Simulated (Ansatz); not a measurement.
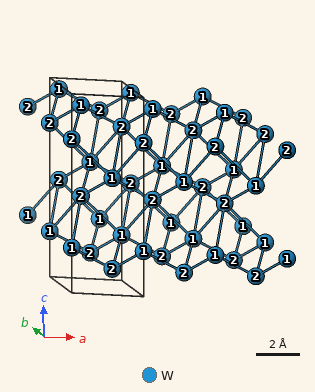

Starting structure of a crystal of W (built on the grey arsenic (A7)_166 type) (coarse preliminary run). The picture is a ball-and-stick view of the conventional cell (3 times the calculation's cell), repeated 3 × 2 × 1 with one cell outlined, seen slightly off an axis. Lengths and directions refer to the drawn axes.

Case: grey arsenic (A7) type (R-3m, No. 166).

Level of theory: Ansatz, DFT PBEsol, scalar-relativistic, plane waves, PAW.

Input
```yaml
crystal:
  lattice:
    - [1.7307842337, 0.9992687433, 3.2095318524]
    - [-1.7307842337, 0.9992687433, 3.2095318524]
    - [0.0, -1.9985374865, 3.2095318524]
  atoms:
    - { symbol: W, position: [0.22754, 0.22754, 0.22754] }
    - { symbol: W, position: [0.77246, 0.77246, 0.77246] }
basis:
  ecutwfc: 420
kpoints:
  mp_grid: { grid: [6, 6, 6] }
hamiltonian:
  xc: pbesol
scf:
  occupations: { method: gaussian, width: 0.1 }
  lower_state_search: "off"
output:
  forces: true
  stress: true
  eigenvalues: true
relax:
  adjacent_minimum: "off"
  f_tol: 0.04
  max_steps: 70
  cell: { stress_tol: 0.4 }
```

What does the optimiser find from here?

Answer. Over 11 accepted moves (13 points after the start) the energy falls by 1748 meV per atom. Largest force component: 8.3 eV/Å at the start, 0.00035 eV/Å at the end. Pressure: 39.91 GPa at the start and 0.01 GPa at the end. The SCF was repeated twice at an unchanged geometry on a basis and grid sized afresh for the cell, which shifted the energy by 30.9 meV per atom at most. The largest moves relative to the cell, 0.28 Å, are those of W1 and W2. W1 goes along +c. The drawn cell changes as follows: a = b 3.462 → 2.977 Å (−14.0 %), c 9.629 → 12.560 Å (+30.4 %); the volume changes by −3.5 %. Some distances before and after: W1–W1 3.462 → 2.977 Å, W1–W2 2.317 → 2.709 Å, W1–W2 (another image) 2.854 → 2.709 Å. Bond angles that change, for instance: W2–W1–W2 96.7° → 66.7°, W2–W1–W2 93.4° → 113.3°, W2–W1–W2 164.8° → 180.0°. The space group stays R-3m (No. 166).

Final geometry:

```
CELL_PARAMETERS angstrom
1.48853 0.85940 4.18657
-1.48853 0.85940 4.18657
0.00000 -1.71880 4.18657
ATOMIC_POSITIONS crystal
W 0.25000 0.25000 0.25000
W 0.75000 0.75000 0.75000
```

The end point in the same view:

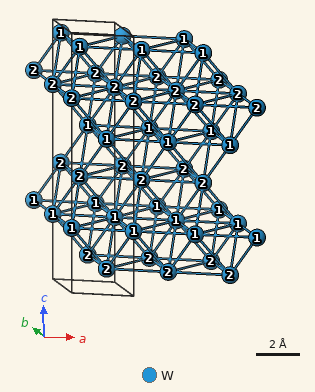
